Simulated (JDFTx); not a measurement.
## Geometry relaxation, with input and output: MgB$_{2}$ (part 2 of 2)

MgB$_{2}$ (P6/mmm, 3 atoms in the cell); Kohn-Sham DFT of a periodic cell, r2SCAN, SG15-PBE-1.2, no spin polarisation (JDFTx 1.7.0 (patched build)); cutoff 1088.45 eV, 6×6×5 k-mesh, fermi-dirac of 0.05 eV. The structure derives from an entry of the Crystallography Open Database.

Geometry of the input (Å; fractional positions):
```
3.0850  0.0000  0.0000
-1.5425  2.6717  0.0000
0.0000  0.0000  3.5230
Mg 0.0000  0.0000  0.0000
B  0.6667  0.3333  0.5000
B  0.3333  0.6667  0.5000
```

What the program printed, continued:
```
# Stress tensor in Cartesian coordinates [Eh/a0^3]:
[ -2.00455e-05            0            0  ]
[            0 -2.00455e-05            0  ]
[            0            0  2.41961e-05  ]

# Ionic positions in cartesian coordinates:
ion Mg  -0.000000000033288  -0.000000000000000  -0.000000000032764 1
ion B   2.910949399527602   1.680637419441175   3.271885141974524 1
ion B  -0.000000000000045   3.361274838882427   3.271885141974524 1

# Forces in Cartesian coordinates:
force Mg   0.000000000000000   0.000000000000000  -0.000000000000000 1
force B  -0.000000000000000  -0.000000000000000   0.000000000000000 1
force B   0.000000000000000   0.000000000000000  -0.000000000000000 1

# Energy components:
   Eewald =      -37.1770160299466710
       EH =       15.1508494706453494
     Eloc =      -48.8037012912731782
      Enl =       -8.7902883956680995
      Exc =       -9.2416338251245289
       KE =       28.8064173776420276
-------------------------------------
     Etot =      -60.0553726937250971
       TS =        0.0002486465489935
-------------------------------------
        F =      -60.0556213402740937

LatticeMinimize: Iter:   2  F: -60.055621340274094  |grad|_K:  1.233e-03  alpha:  1.000e+00  linmin: -5.755e-01

-------- Electronic minimization -----------
Will mix electronic and kinetic density at each iteration.
	FillingsUpdate:  mu: +0.362655675  nElectrons: 16.000000
	FillingsUpdate:  mu: +0.361843704  nElectrons: 16.000000
SCF: Cycle:  0   F: -60.055620824643249   dF: -5.189e-04   |Residual|: 3.084e-02   |deigs|: 5.260e-05
	FillingsUpdate:  mu: +0.361763434  nElectrons: 16.000000
SCF: Cycle:  1   F: -60.055626536360954   dF: -5.712e-06   |Residual|: 1.631e-02   |deigs|: 7.709e-04
	FillingsUpdate:  mu: +0.361677277  nElectrons: 16.000000
SCF: Cycle:  2   F: -60.055628678838687   dF: -2.142e-06   |Residual|: 2.323e-03   |deigs|: 8.264e-04
	FillingsUpdate:  mu: +0.361699887  nElectrons: 16.000000
SCF: Cycle:  3   F: -60.055628803571999   dF: -1.247e-07   |Residual|: 1.800e-03   |deigs|: 2.005e-04
	FillingsUpdate:  mu: +0.361694153  nElectrons: 16.000000
SCF: Cycle:  4   F: -60.055628854181677   dF: -5.061e-08   |Residual|: 1.593e-04   |deigs|: 7.458e-05
	FillingsUpdate:  mu: +0.361695550  nElectrons: 16.000000
SCF: Cycle:  5   F: -60.055628859745333   dF: -5.564e-09   |Residual|: 8.818e-05   |deigs|: 1.022e-05
	FillingsUpdate:  mu: +0.361696478  nElectrons: 16.000000
SCF: Cycle:  6   F: -60.055628860732732   dF: -9.874e-10   |Residual|: 5.321e-05   |deigs|: 4.701e-06
	FillingsUpdate:  mu: +0.361697359  nElectrons: 16.000000
SCF: Cycle:  7   F: -60.055628860994602   dF: -2.619e-10   |Residual|: 2.118e-05   |deigs|: 5.930e-06
SCF: Converged (|Delta E|<1.000000e-09 for 2 iters).

Setting wave functions to eigenvectors of Hamiltonian
# Lattice vectors:
R =
[       5.8339     -2.91695            0  ]
[  4.01479e-14      5.05231            0  ]
[            0            0      6.52786  ]
unit cell volume = 192.406

# Strain tensor in Cartesian coordinates:
[  0.000702558            0            0  ]
[            0  0.000702558            0  ]
[            0            0   -0.0194738  ]

# Stress tensor in Cartesian coordinates [Eh/a0^3]:
[  1.60933e-05            0            0  ]
[            0  1.60933e-05            0  ]
[            0            0  7.24248e-07  ]

# Ionic positions in cartesian coordinates:
ion Mg  -0.000000000033357  -0.000000000000000  -0.000000000032685 1
ion B   2.916950434328439   1.684102118499018   3.263928947857836 1
ion B   0.000000000000023   3.368204236997996   3.263928947857836 1

# Forces in Cartesian coordinates:
force Mg  -0.000000000000000  -0.000000000000000   0.000000000000000 1
force B   0.000000000000000   0.000000000000000   0.000000000000000 1
force B   0.000000000000000  -0.000000000000000   0.000000000000000 1

# Energy components:
   Eewald =      -37.1567429090924293
       EH =       15.1613906954524857
     Eloc =      -48.8297185055843030
      Enl =       -8.7893254756362555
      Exc =       -9.2393562517940175
       KE =       28.7983495323252043
-------------------------------------
     Etot =      -60.0554029143293207
       TS =        0.0002259466652848
-------------------------------------
        F =      -60.0556288609946023

LatticeMinimize: Iter:   3  F: -60.055628860994602  |grad|_K:  7.543e-04  alpha:  1.000e+00  linmin:  7.472e-01

-------- Electronic minimization -----------
Will mix electronic and kinetic density at each iteration.
	FillingsUpdate:  mu: +0.361697359  nElectrons: 16.000000
	FillingsUpdate:  mu: +0.362576294  nElectrons: 16.000000
SCF: Cycle:  0   F: -60.055628750760235   dF: -6.000e-05   |Residual|: 2.763e-02   |deigs|: 1.375e-05
	FillingsUpdate:  mu: +0.362610641  nElectrons: 16.000000
SCF: Cycle:  1   F: -60.055630462007791   dF: -1.711e-06   |Residual|: 1.441e-02   |deigs|: 7.534e-04
	FillingsUpdate:  mu: +0.362642731  nElectrons: 16.000000
[... 5 further cycles ...]
SCF: Cycle:  7   F: -60.055631530019966   dF: -3.408e-10   |Residual|: 7.771e-05   |deigs|: 1.059e-05
	FillingsUpdate:  mu: +0.362606601  nElectrons: 16.000000
SCF: Cycle:  8   F: -60.055631530143451   dF: -1.235e-10   |Residual|: 3.456e-05   |deigs|: 5.531e-06
SCF: Converged (|Delta E|<1.000000e-09 for 2 iters).

Setting wave functions to eigenvectors of Hamiltonian
# Lattice vectors:
R =
[      5.82797     -2.91399            0  ]
[ -1.87089e-14      5.04717            0  ]
[            0            0      6.52765  ]
unit cell volume = 192.009

# Strain tensor in Cartesian coordinates:
[ -0.000314756            0            0  ]
[            0 -0.000314756            0  ]
[            0            0   -0.0195044  ]

# Stress tensor in Cartesian coordinates [Eh/a0^3]:
[ -2.52901e-06            0            0  ]
[            0 -2.52901e-06            0  ]
[            0            0 -5.28298e-07  ]

# Ionic positions in cartesian coordinates:
ion Mg  -0.000000000033323  -0.000000000000000  -0.000000000032684 1
ion B   2.913985063039084   1.682390060586780   3.263827193194814 1
ion B  -0.000000000000011   3.364780121173579   3.263827193194814 1

# Forces in Cartesian coordinates:
force Mg  -0.000000000000000   0.000000000000000  -0.000000000000000 1
force B   0.000000000000000   0.000000000000000  -0.000000000000000 1
force B   0.000000000000000  -0.000000000000000  -0.000000000000000 1

# Energy components:
   Eewald =      -37.1822095989799948
       EH =       15.1499905822859819
     Eloc =      -48.7965534486244294
      Enl =       -8.7902193231197341
      Exc =       -9.2412116016762376
       KE =       28.8048016556779416
-------------------------------------
     Etot =      -60.0554017344364794
       TS =        0.0002297957069694
-------------------------------------
        F =      -60.0556315301434509

LatticeMinimize: Iter:   4  F: -60.055631530143451  |grad|_K:  1.195e-04  alpha:  1.000e+00  linmin:  9.922e-01

-------- Electronic minimization -----------
Will mix electronic and kinetic density at each iteration.
	FillingsUpdate:  mu: +0.362606601  nElectrons: 16.000000
	FillingsUpdate:  mu: +0.362485684  nElectrons: 16.000000
SCF: Cycle:  0   F: -60.055631487295813   dF: -9.062e-07   |Residual|: 3.435e-03   |deigs|: 1.080e-06
	FillingsUpdate:  mu: +0.362480653  nElectrons: 16.000000
SCF: Cycle:  1   F: -60.055631576832198   dF: -8.954e-08   |Residual|: 1.944e-03   |deigs|: 9.915e-05
	FillingsUpdate:  mu: +0.362477387  nElectrons: 16.000000
[... 2 further cycles ...]
SCF: Cycle:  4   F: -60.055631592524563   dF: -5.076e-10   |Residual|: 6.092e-05   |deigs|: 6.354e-06
	FillingsUpdate:  mu: +0.362481341  nElectrons: 16.000000
SCF: Cycle:  5   F: -60.055631592596548   dF: -7.199e-11   |Residual|: 1.938e-05   |deigs|: 2.129e-06
SCF: Converged (|Delta E|<1.000000e-09 for 2 iters).

Setting wave functions to eigenvectors of Hamiltonian
# Lattice vectors:
R =
[      5.82873     -2.91436            0  ]
[ -1.12145e-14      5.04783            0  ]
[            0            0      6.52783  ]
unit cell volume = 192.064

# Strain tensor in Cartesian coordinates:
[ -0.000184823            0            0  ]
[            0 -0.000184823            0  ]
[            0            0   -0.0194781  ]

# Stress tensor in Cartesian coordinates [Eh/a0^3]:
[ -4.15525e-08            0            0  ]
[            0 -4.15525e-08            0  ]
[            0            0 -6.99041e-08  ]

# Ionic positions in cartesian coordinates:
ion Mg  -0.000000000033327  -0.000000000000000  -0.000000000032685 1
ion B   2.914363806561299   1.682608728261295   3.263914765357476 1
ion B  -0.000000000000006   3.365217456522602   3.263914765357476 1

# Forces in Cartesian coordinates:
force Mg  -0.000000000000000  -0.000000000000000   0.000000000000000 1
force B  -0.000000000000000  -0.000000000000000   0.000000000000000 1
force B   0.000000000000000   0.000000000000000  -0.000000000000000 1

# Energy components:
   Eewald =      -37.1786686925711365
       EH =       15.1515714012410250
     Eloc =      -48.8011861859156539
      Enl =       -8.7901013385054707
      Exc =       -9.2409622178637782
       KE =       28.8039447940824189
-------------------------------------
     Etot =      -60.0554022395325902
       TS =        0.0002293530639565
-------------------------------------
        F =      -60.0556315925965478

LatticeMinimize: Iter:   5  F: -60.055631592596548  |grad|_K:  3.020e-06  alpha:  1.000e+00  linmin: -7.473e-01

-------- Electronic minimization -----------
Will mix electronic and kinetic density at each iteration.
	FillingsUpdate:  mu: +0.362481341  nElectrons: 16.000000
	FillingsUpdate:  mu: +0.362479262  nElectrons: 16.000000
SCF: Cycle:  0   F: -60.055631592160388   dF: -9.350e-11   |Residual|: 1.033e-05   |deigs|: 6.042e-07
	FillingsUpdate:  mu: +0.362479287  nElectrons: 16.000000
SCF: Cycle:  1   F: -60.055631592667972   dF: -5.076e-10   |Residual|: 8.965e-05   |deigs|: 1.512e-06
SCF: Converged (|Delta E|<1.000000e-09 for 2 iters).

Setting wave functions to eigenvectors of Hamiltonian
# Lattice vectors:
R =
[      5.82874     -2.91437            0  ]
[ -1.11008e-14      5.04784            0  ]
[            0            0      6.52785  ]
unit cell volume = 192.066

# Strain tensor in Cartesian coordinates:
[ -0.000182853            0            0  ]
[            0 -0.000182853            0  ]
[            0            0   -0.0194745  ]

# Stress tensor in Cartesian coordinates [Eh/a0^3]:
[  2.80653e-07            0            0  ]
[            0  2.80653e-07            0  ]
[            0            0  3.05058e-07  ]

# Ionic positions in cartesian coordinates:
ion Mg  -0.000000000033327  -0.000000000000000  -0.000000000032685 1
ion B   2.914369547399660   1.682612042735869   3.263926771019067 1
ion B  -0.000000000000006   3.365224085471749   3.263926771019067 1

# Forces in Cartesian coordinates:
force Mg   0.000000000000000  -0.000000000000000   0.000000000000000 1
force B  -0.000000000000000  -0.000000000000000   0.000000000000000 1
force B  -0.000000000000000  -0.000000000000000   0.000000000000000 1

# Energy components:
   Eewald =      -37.1785740675959957
       EH =       15.1516245367767208
     Eloc =      -48.8013359677276313
      Enl =       -8.7901005872217670
      Exc =       -9.2409591374295932
       KE =       28.8039430145320665
-------------------------------------
     Etot =      -60.0554022086662087
       TS =        0.0002293840017620
-------------------------------------
        F =      -60.0556315926679716

LatticeMinimize: Iter:   6  F: -60.055631592667972  |grad|_K:  1.655e-05  alpha:  1.000e+00  linmin:  9.645e-01
LatticeMinimize: Converged (|Delta F|<1.000000e-06 for 2 iters).

Dumping 'run.eigStats' ...
	eMin: -2.519514 at state 0 ( [ +0.000000 +0.000000 +0.000000 ] spin 0 )
	HOMO: +0.359097 at state 17 ( [ +0.166667 +0.333333 +0.400000 ] spin 0 )
	mu  : +0.362479
	LUMO: +0.369734 at state 19 ( [ +0.333333 +0.333333 +0.200000 ] spin 0 )
	eMax: +0.944348 at state 3 ( [ +0.000000 +0.166667 +0.000000 ] spin 0 )
	HOMO-LUMO gap: +0.010637
	Optical gap  : +0.094998 at state 10 ( [ +0.000000 +0.500000 +0.200000 ] spin 0 )
Done!
```

Trajectory as extended XYZ (Å, eV, eV/Å), 7 frames, from step=0 to step=6:
```
3
Lattice="3.0850 0.0000 0.0000 -1.5425 2.6717 0.0000 0.0000 0.0000 3.5230" Properties=species:S:1:pos:R:3:forces:R:3 step=0 energy=-1634.18730
Mg    0.0000    0.0000    0.0000    0.0000   0.0000   0.0000
B     1.5425    0.8906    1.7615    0.0000   0.0000   0.0000
B     0.0000    1.7811    1.7615    0.0000   0.0000   0.0000
3
Lattice="3.0837 -0.0000 0.0000 -1.5419 2.6706 0.0000 0.0000 0.0000 3.5125" Properties=species:S:1:pos:R:3:forces:R:3 step=1 energy=-1634.18994
Mg    0.0000    0.0000    0.0000    0.0000   0.0000   0.0000
B     1.5419    0.8902    1.7562    0.0000   0.0000   0.0000
B     0.0000    1.7804    1.7562    0.0000   0.0000   0.0000
3
Lattice="3.0808 -0.0000 0.0000 -1.5404 2.6681 0.0000 0.0000 0.0000 3.4628" Properties=species:S:1:pos:R:3:forces:R:3 step=2 energy=-1634.19671
Mg    0.0000    0.0000    0.0000    0.0000   0.0000   0.0000
B     1.5404    0.8894    1.7314    0.0000   0.0000   0.0000
B     0.0000    1.7787    1.7314    0.0000   0.0000   0.0000
3
Lattice="3.0872 0.0000 0.0000 -1.5436 2.6736 0.0000 0.0000 0.0000 3.4544" Properties=species:S:1:pos:R:3:forces:R:3 step=3 energy=-1634.19691
Mg    0.0000    0.0000    0.0000    0.0000   0.0000   0.0000
B     1.5436    0.8912    1.7272    0.0000   0.0000   0.0000
B     0.0000    1.7824    1.7272    0.0000   0.0000   0.0000
3
Lattice="3.0840 -0.0000 0.0000 -1.5420 2.6708 0.0000 0.0000 0.0000 3.4543" Properties=species:S:1:pos:R:3:forces:R:3 step=4 energy=-1634.19699
Mg    0.0000    0.0000    0.0000    0.0000   0.0000   0.0000
B     1.5420    0.8903    1.7271    0.0000   0.0000   0.0000
B     0.0000    1.7806    1.7271    0.0000   0.0000   0.0000
3
Lattice="3.0844 -0.0000 0.0000 -1.5422 2.6712 0.0000 0.0000 0.0000 3.4544" Properties=species:S:1:pos:R:3:forces:R:3 step=5 energy=-1634.19699
Mg    0.0000    0.0000    0.0000    0.0000   0.0000   0.0000
B     1.5422    0.8904    1.7272    0.0000   0.0000   0.0000
B     0.0000    1.7808    1.7272    0.0000   0.0000   0.0000
3
Lattice="3.0844 -0.0000 0.0000 -1.5422 2.6712 0.0000 0.0000 0.0000 3.4544" Properties=species:S:1:pos:R:3:forces:R:3 step=6 energy=-1634.19699
Mg    0.0000    0.0000    0.0000    0.0000   0.0000   0.0000
B     1.5422    0.8904    1.7272    0.0000   0.0000   0.0000
B     0.0000    1.7808    1.7272    0.0000   0.0000   0.0000
```

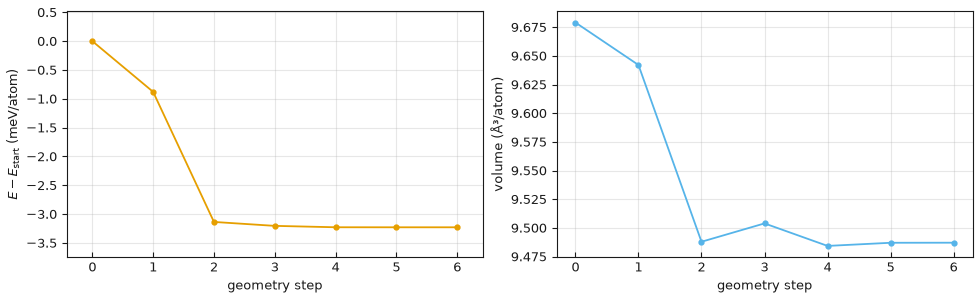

Fig. 1: Progress of the relaxation, step by step (steps are counted from 0).

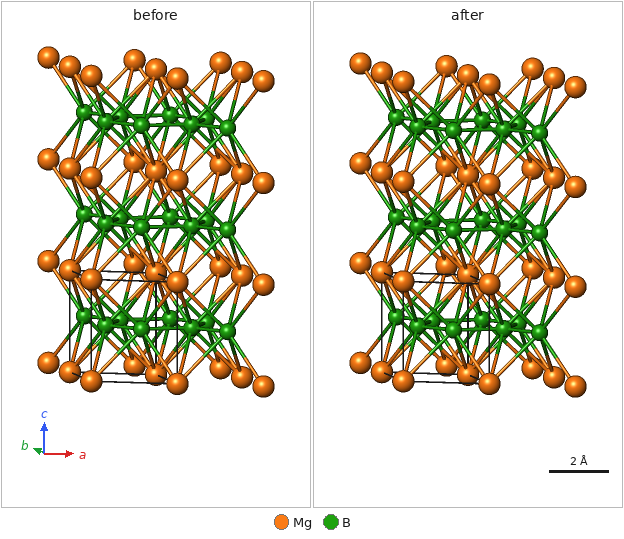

Fig. 2: Before (left) and after (right) the relaxation, at one scale (ball-and-stick view of the cell of the calculation, repeated 2 × 2 × 3, seen slightly off an axis). The atoms keep their places relative to the cell (all moves are under 0.005 Å). The volume changes by −2.0 %, with a = b 3.085 → 3.084 Å (0.0 %), c 3.523 → 3.454 Å (−1.9 %). Among the contacts that change: Mg1–B2 2.505 → 2.481 Å. The space group stays P6/mmm (No. 191). After 6 geometry steps the energy has fallen by 3.2 meV per atom. All forces vanish by symmetry, so only the cell relaxes. (Atoms are counted from 1 in the order of the input.)
